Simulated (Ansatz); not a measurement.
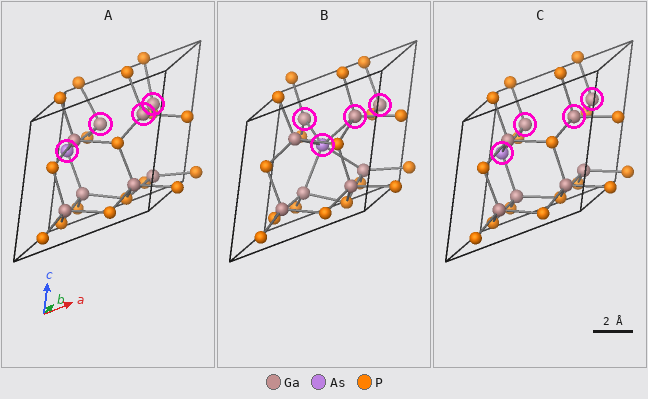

3 geometries from a converged minimum-energy path of a defect cell of composition Ga₈AsP₆ (15 atoms in the cell), shuffled. A ball-and-stick model of the reduced simulation cell (origin moved), seen slightly off an axis. The atoms that move most are ringed. Lengths and directions refer to the drawn axes. Bonds to atoms that aren't drawn are left out.

Method: Ansatz, DFT PBE, scalar-relativistic, plane waves, PAW. Run with plane-wave cutoff 420 eV; k-point mesh 2 × 2 × 2; Gaussian smearing 0.02 eV; 5 movable images; climbing image.

Question: Which frame is the top of the path?

Answer: B. In order along the path, whose images run from 0 to 6: B (image 2, +0.95 eV), C (image 5, −0.03 eV), A (image 6, −0.19 eV). The As atom travels furthest, 3.90 Å from end to end, along −a, on a path that bends up to 0.54 Å away from the straight line. At the highest image its nearest neighbour (Ga) is 2.40 Å away, against 2.43 Å at the start, and the surrounding atoms stand up to 0.66 Å off the mean of their end positions.

Limits of the set-up: the k-point mesh is coarse for a cell with partly filled bands; the periodic images lie only 7.8 Å apart, so the values are limited by the cell's size.
